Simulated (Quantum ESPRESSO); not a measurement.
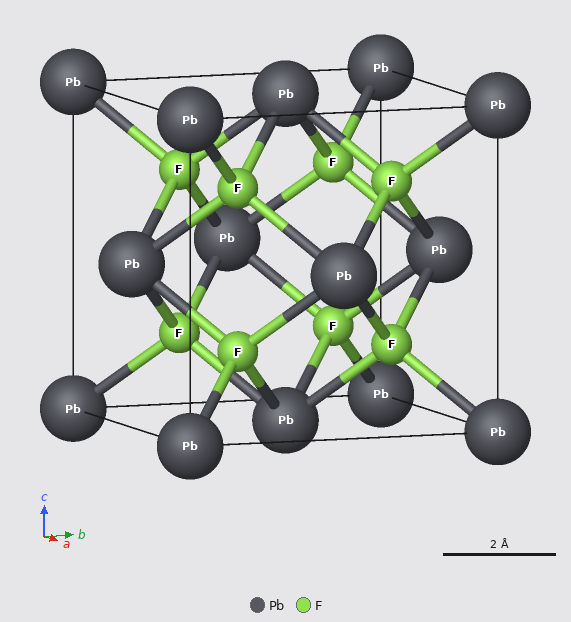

The input geometry (ball-and-stick view of the cell 4 times as large as that of the calculation, set on its symmetry axes, seen slightly off an axis). An atom can appear more than once, as a periodic image.

## Projected density-of-states run of PbF$_{2}$

- system: PbF$_{2}$ (Fm-3m, 3 atoms in the cell)
- method: Kohn-Sham DFT of a periodic cell, RGE2, spin-orbit coupling, PseudoDojo 0.4 FR PBE standard (Quantum ESPRESSO 7.5)

The structure derives from an entry of the Crystallography Open Database. The run did not end well.

**Log**
```
This program is part of the open-source Quantum ESPRESSO suite
     for quantum simulation of materials; please cite
         "P. Giannozzi et al., J. Phys.:Condens. Matter 21 395502 (2009);
         "P. Giannozzi et al., J. Phys.:Condens. Matter 29 465901 (2017);
         "P. Giannozzi et al., J. Chem. Phys. 152 154105 (2020);
          URL
     in publications or presentations arising from this work. More details at

     IMPORTANT: XC functional enforced from input :
     Exchange-correlation= XC-000I-000I-142L-143L-000I-000I
                           (   0   0 142 143   0   0   0)
     Any further DFT definition will be discarded
     Please, verify this is what you really want

     G-vector sticks info
     --------------------
     sticks:   dense  smooth     PW     G-vecs:    dense   smooth      PW
     Sum        1459    1459    433                36613    36613    5961

     Using Slab Decomposition

     bravais-lattice index     =            0
     lattice parameter (alat)  =       7.9203  a.u.
     unit-cell volume          =     351.3272 (a.u.)^3
     number of atoms/cell      =            3
     number of atomic types    =            2
     number of electrons       =        28.00
     number of Kohn-Sham states=           42
     kinetic-energy cutoff     =      84.0000  Ry
     charge density cutoff     =     336.0000  Ry
     scf convergence threshold =      6.0E-10
     mixing beta               =       0.5000
     number of iterations used =            8  plain     mixing
     Exchange-correlation= XC-000I-000I-142L-143L-000I-000I
                           (   0   0 142 143   0   0   0)
     Non magnetic calculation with spin-orbit

     celldm(1)=   7.920311  celldm(2)=   0.000000  celldm(3)=   0.000000
     celldm(4)=   0.000000  celldm(5)=   0.000000  celldm(6)=   0.000000

     crystal axes: (cart. coord. in units of alat)
               a(1) = (   0.000000   0.707107   0.707107 )
               a(2) = (   0.707107   0.000000   0.707107 )
               a(3) = (   0.707107   0.707107   0.000000 )

     reciprocal axes: (cart. coord. in units 2 pi/alat)
               b(1) = ( -0.707107  0.707107  0.707107 )
               b(2) = (  0.707107 -0.707107  0.707107 )
               b(3) = (  0.707107  0.707107 -0.707107 )

     PseudoPot. # 1 for Pb read from file:
     Pb.upf
     Pseudo is Norm-conserving + core correction, Zval = 14.0
     Generated using ONCVPSP code by D. R. Hamann
     Using radial grid of 1782 points, 10 beta functions with:
                l(1) =   0
                l(2) =   0
                l(3) =   1
                l(4) =   1
                l(5) =   1
                l(6) =   1
                l(7) =   2
                l(8) =   2
                l(9) =   2
               l(10) =   2

     PseudoPot. # 2 for F  read from file:
     F.upf
     Pseudo is Norm-conserving + core correction, Zval =  7.0
     Generated using ONCVPSP code by D. R. Hamann
     Using radial grid of  832 points,  8 beta functions with:
                l(1) =   0
                l(2) =   0
                l(3) =   1
                l(4) =   1
                l(5) =   1
                l(6) =   1
                l(7) =   2
                l(8) =   2

     atomic species   valence    mass     pseudopotential
     Pb               14.00   207.20000     Pb( 1.00)
     F                 7.00    18.99840     F ( 1.00)

     No symmetry found

   Cartesian axes

     site n.     atom                  positions (alat units)
         1        Pb     tau(   1) = (   0.0000000   0.0000000   0.0000000  )
         2        F      tau(   2) = (   1.0606602   1.0606602   1.0606602  )
         3        F      tau(   3) = (   0.3535534   0.3535534   0.3535534  )

     number of k points=   172

     Number of k-points >= 100: set verbosity='high' to print them.

     Dense  grid:    36613 G-vectors     FFT dimensions: (  48,  48,  48)

     WARNING: libxc functional with ID  143 depends
      on external parameters: check the user_guide of
      QE if you need to modify them or to check their
      default values.

     Initial potential from superposition of free atoms

     starting charge      27.9974, renormalised to      28.0000
     Starting wfcs are   34 randomized atomic wfcs +    8 random wfcs

     Self-consistent Calculation

     iteration #  1     ecut=    84.00 Ry     beta= 0.50
     CG style diagonalization
     ethr =  1.00E-02,  avg # of iterations =  3.5

     total energy              =    -238.39587734 Ry
     estimated scf accuracy    <       0.46559486 Ry

     iteration #  2     ecut=    84.00 Ry     beta= 0.50
     CG style diagonalization
     ethr =  1.66E-03,  avg # of iterations =  3.4

     total energy              =    -238.55393850 Ry
     estimated scf accuracy    <       0.12802584 Ry

     iteration #  3     ecut=    84.00 Ry     beta= 0.50
     CG style diagonalization
     ethr =  4.57E-04,  avg # of iterations =  3.2

     total energy              =    -238.56707107 Ry
     estimated scf accuracy    <       0.00921856 Ry

     iteration #  4     ecut=    84.00 Ry     beta= 0.50
     CG style diagonalization
     c_bands:  1 eigenvalues not converged
     c_bands:  1 eigenvalues not converged
     c_bands:  1 eigenvalues not converged
     c_bands:  1 eigenvalues not converged
     c_bands:  1 eigenvalues not converged
     c_bands:  1 eigenvalues not converged
     c_bands:  1 eigenvalues not converged
     c_bands:  1 eigenvalues not converged
     c_bands:  1 eigenvalues not converged
     c_bands:  1 eigenvalues not converged
     c_bands:  1 eigenvalues not converged
     c_bands:  1 eigenvalues not converged
     c_bands:  1 eigenvalues not converged
     c_bands:  1 eigenvalues not converged
     c_bands:  1 eigenvalues not converged
     c_bands:  1 eigenvalues not converged
     c_bands:  1 eigenvalues not converged
     c_bands:  1 eigenvalues not converged
     c_bands:  1 eigenvalues not converged
     c_bands:  1 eigenvalues not converged
     c_bands:  2 eigenvalues not converged
     ethr =  3.29E-05,  avg # of iterations =  4.8

     total energy              =    -238.57232334 Ry
     estimated scf accuracy    <       0.01763375 Ry

     iteration #  5     ecut=    84.00 Ry     beta= 0.50
     CG style diagonalization
     ethr =  3.29E-05,  avg # of iterations =  3.1

     total energy              =    -238.57085626 Ry
     estimated scf accuracy    <       0.00524020 Ry

     iteration #  6     ecut=    84.00 Ry     beta= 0.50
     CG style diagonalization
     ethr =  1.87E-05,  avg # of iterations =  3.3

     total energy              =    -238.57193069 Ry
     estimated scf accuracy    <       0.00005516 Ry

     iteration #  7     ecut=    84.00 Ry     beta= 0.50
     CG style diagonalization
     ethr =  1.97E-07,  avg # of iterations =  4.4

     total energy              =    -238.57199802 Ry
     estimated scf accuracy    <       0.00012580 Ry

     iteration #  8     ecut=    84.00 Ry     beta= 0.50
     CG style diagonalization
     ethr =  1.97E-07,  avg # of iterations =  3.1

     total energy              =    -238.57198221 Ry
     estimated scf accuracy    <       0.00004608 Ry

     iteration #  9     ecut=    84.00 Ry     beta= 0.50
     CG style diagonalization
     ethr =  1.65E-07,  avg # of iterations =  3.3

     total energy              =    -238.57199188 Ry
     estimated scf accuracy    <       0.00000034 Ry

     iteration # 10     ecut=    84.00 Ry     beta= 0.50
     CG style diagonalization
     ethr =  1.22E-09,  avg # of iterations =  4.1

     total energy              =    -238.57199183 Ry
     estimated scf accuracy    <       0.00000156 Ry

     iteration # 11     ecut=    84.00 Ry     beta= 0.50
     CG style diagonalization
```

This output came from the following input.

**Input**
```
&CONTROL
  calculation = 'scf'
  prefix = 'pwscf'
  outdir = './tmp'
  pseudo_dir = './pseudo'
  tprnfor = .true.
  tstress = .true.
  disk_io = 'low'
/
&SYSTEM
  ibrav = 0
  nat = 3
  ntyp = 2
  ecutwfc = 84
  nbnd = 42
  input_dft = 'XC-000I-000I-142L-143L-000I-000I'
  occupations = 'fixed'
  noncolin = .true.
  lspinorb = .true.
  nosym = .true.
/
&ELECTRONS
  conv_thr = 6d-10
  electron_maxstep = 120
  mixing_beta = 0.5
  diagonalization = 'cg'
/
ATOMIC_SPECIES
Pb   207.2000 Pb.upf
F     18.9984 F.upf
CELL_PARAMETERS angstrom
   0.0000000000    2.9636600000    2.9636600000
   2.9636600000    0.0000000000    2.9636600000
   2.9636600000    2.9636600000    0.0000000000
ATOMIC_POSITIONS angstrom
Pb     0.0000000000    0.0000000000    0.0000000000
F      4.4454900000    4.4454900000    4.4454900000
F      1.4818300000    1.4818300000    1.4818300000
K_POINTS automatic
7 7 7 0 0 0
```

Launch command:
```bash
OMP_NUM_THREADS=1 pw.x -in pw.in > pw.out
```

**Outcome**

| quantity | value |
| --- | --- |
| outcome | stopped at the time limit |
| space group (tolerance 0.01 Å) | Fm-3m (225) |
| hardware | 1 thread of AMD EPYC (Zen 3), 24 GiB of memory available, shared host |
| wall time | 24 min |
| peak memory | 1.1 GiB |

**Diagnosis**

Settings chosen away from the usual ones: nosym set to true; diagonalization set to cg. The run was cut off by its time limit, so the output is incomplete. Further notes kept with the run: potentials made for another functional. Points of doubt noted for this run: potentials made for another functional.
